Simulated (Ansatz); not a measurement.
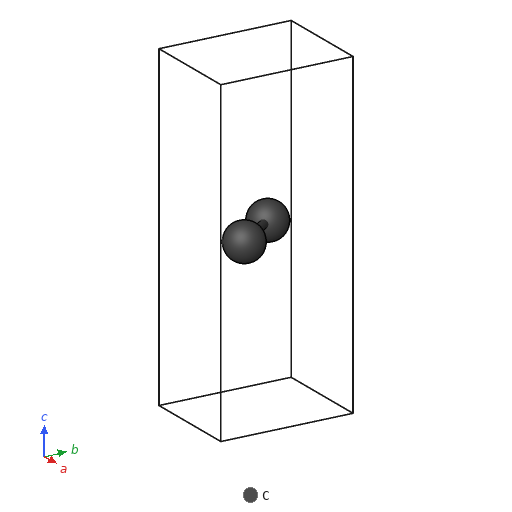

System: C, space group P6/mmm (No. 191). The picture shows the conventional cell.

Input file:
```
crystal:
  lattice:
    - [2.4665066355, 0.0, 0.0]
    - [-1.2332533178, 2.1360574049, 0.0]
    - [0.0, 0.0, 4.5221049811]
  atoms:
    - { symbol: C, position: [0.6666666667, 0.3333333333, 0.5] }
    - { symbol: C, position: [0.3333333333, 0.6666666667, 0.5] }
basis:
  ecutwfc: 420
kpoints:
  mp_grid: { grid: [24, 24, 12] }
hamiltonian:
  xc: pbe
scf:
  occupations: { method: fermi_dirac, width: 0.15 }
output:
  eigenvalues: true
phonons:
  method: dfpt
  eigenvectors: true
```

Command:
```bash
ansatz run input.yaml --threads 1 --pin off --max-ram 2560MiB --backend cpu --events-out ev --progress --plain --runs-dir out
```

Method: harmonic phonon frequencies at the zone centre with atoms at rest in the given cell, without the long-range term of polar modes, the three translations left out, imaginary frequencies are negative; plane waves with PAW datasets, Γ-centred k mesh (Ansatz 0.2.0). Level: PBE, no spin polarisation.

- wave cutoff: 420 eV
- k mesh: 24×24×12
- occupations: Fermi–Dirac
- smearing width: 0.15 eV
- pressure: 0 GPa
- phonon method: linear response

Predict the zone-centre optical phonon frequencies (the three acoustic modes are left out).

No frequency is imaginary, so the structure is stable to these displacements (zone-boundary modes weren't tested here). The highest mode lies at 1554.8 cm⁻¹. The optical modes lie at 872.2, 1554.8 (×2) cm⁻¹.

```
frequency (cm⁻¹)
           872.2
          1554.8
          1554.8
```

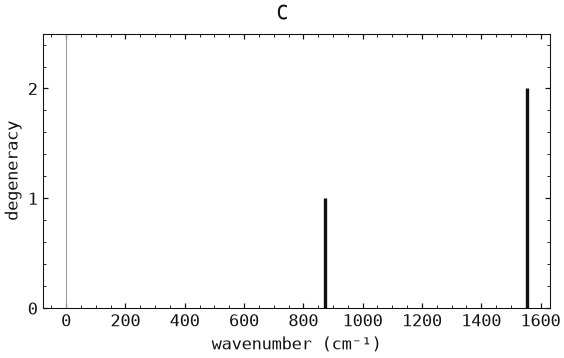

Limits of the calculation: metal sensitive to the k mesh.
